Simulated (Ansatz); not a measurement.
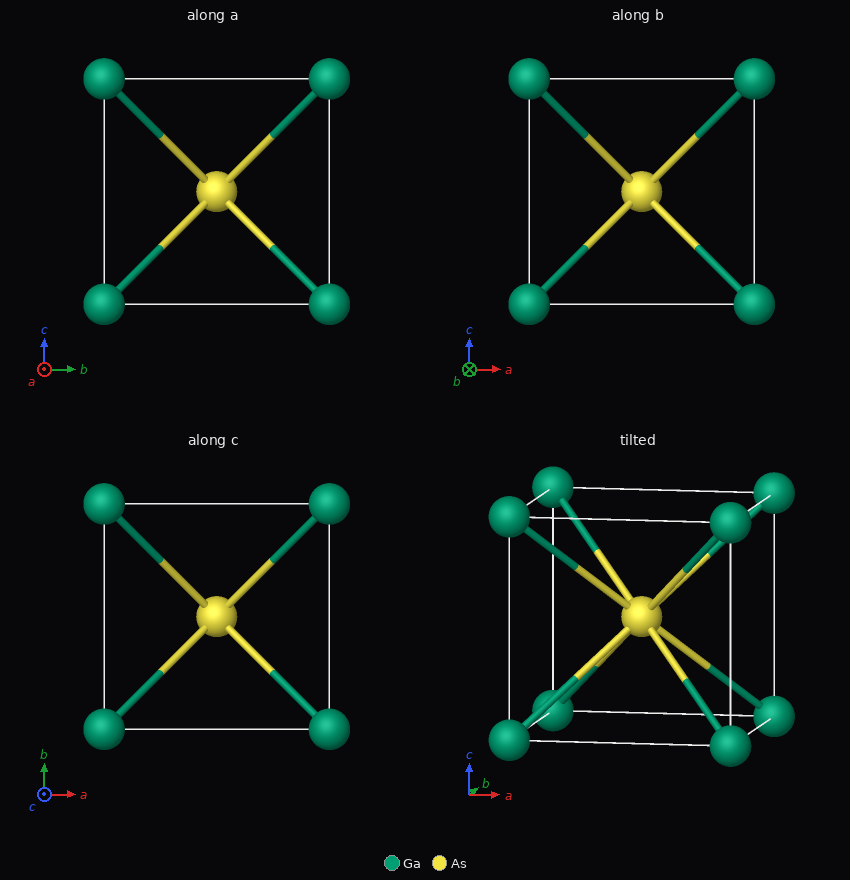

Drawn in the ball-and-stick manner and seen along the a axis, along the b axis, along the c axis and slightly off an axis. Thin lines show the conventional unit cell, with boundary atoms drawn in all their periodic places.

Lattice parameters: a = 3.2719 Å, b = 3.2719 Å, c = 3.2719 Å, α = 90.000°, β = 90.000°, γ = 90.000°.

**Write down what is shown as a CIF with its space group and independent sites.**

```cif
data_structure
_symmetry_space_group_name_H-M 'P m -3 m'
_symmetry_Int_Tables_number 221
_cell_length_a 3.2719
_cell_length_b 3.2719
_cell_length_c 3.2719
_cell_angle_alpha 90.000
_cell_angle_beta 90.000
_cell_angle_gamma 90.000
_cell_volume 35.03
loop_
_atom_site_label
_atom_site_type_symbol
_atom_site_symmetry_multiplicity
_atom_site_Wyckoff_symbol
_atom_site_fract_x
_atom_site_fract_y
_atom_site_fract_z
_atom_site_occupancy
Ga1 Ga 1 a 0.0000 0.0000 0.0000 1
As1 As 1 b 0.5000 0.5000 0.5000 1
```

The cell started as a structure type filled with these elements by a generator (whether the compound takes this form wasn't checked). Earlier steps of the study, as a rule a relaxation of our own, may have changed the cell and positions, so they can lie some per cent off the listed ones. It was the input of a calculation with Ansatz.
